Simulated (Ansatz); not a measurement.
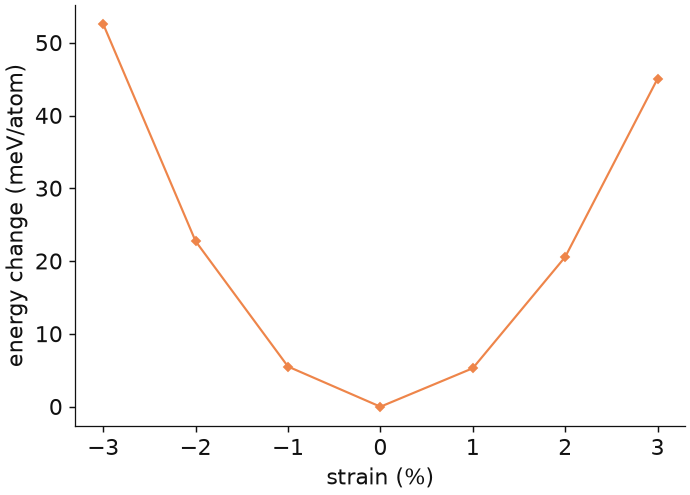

The picture above shows the energy change against strain for Ti, space group P6/mmm (No. 191).

Structure:
```yaml
crystal:
  lattice:
    - [4.57954, 0.00000, 0.00000]
    - [-2.28977, 3.96599, 0.00000]
    - [0.00000, 0.00000, 2.83217]
  atoms:
    - { symbol: Ti, position: [0.00000, 0.00000, 0.00000] }
    - { symbol: Ti, position: [0.33333, 0.66667, 0.50000] }
    - { symbol: Ti, position: [0.66667, 0.33333, 0.50000] }
```

Computed with Ansatz 0.2.0: energy, stress and cell of a relaxed crystal along a series of strains, atoms and what the cell freedom names relaxed within the symmetry; stress is positive in compression; plane waves with PAW datasets, Γ-centred k mesh; energies extrapolated to zero smearing. Level: PBE, no spin polarisation.

```csv
setting,value
wave cutoff,420 eV
k mesh,12×12×14
occupations,Gaussian
smearing width,0.1 eV
strain kind,isotropic
cell freedom,"cell held, all vectors scaled"
```

From this curve and the settings, what does the calculation give for the stress zz and stress xx at the same points?

The stress zz falls from 12.58 GPa at strain −3 % to −8.79 GPa at 3 %, and changes sign near 0 %. The stress xx falls from 11.81 GPa at strain −3 % to −8.31 GPa at 3 %, and changes sign near 0 %.

| strain (%) | stress zz (GPa) | stress xx (GPa) |
| --- | --- | --- |
| −3 | 12.58 | 11.81 |
| −2 | 7.88 | 7.42 |
| −1 | 3.69 | 3.51 |
| 0 | −0.04 | 0.01 |
| 1 | −3.34 | −3.10 |
| 2 | −6.24 | −5.87 |
| 3 | −8.79 | −8.31 |

Limits of the calculation: lies under the reference phase in this functional.
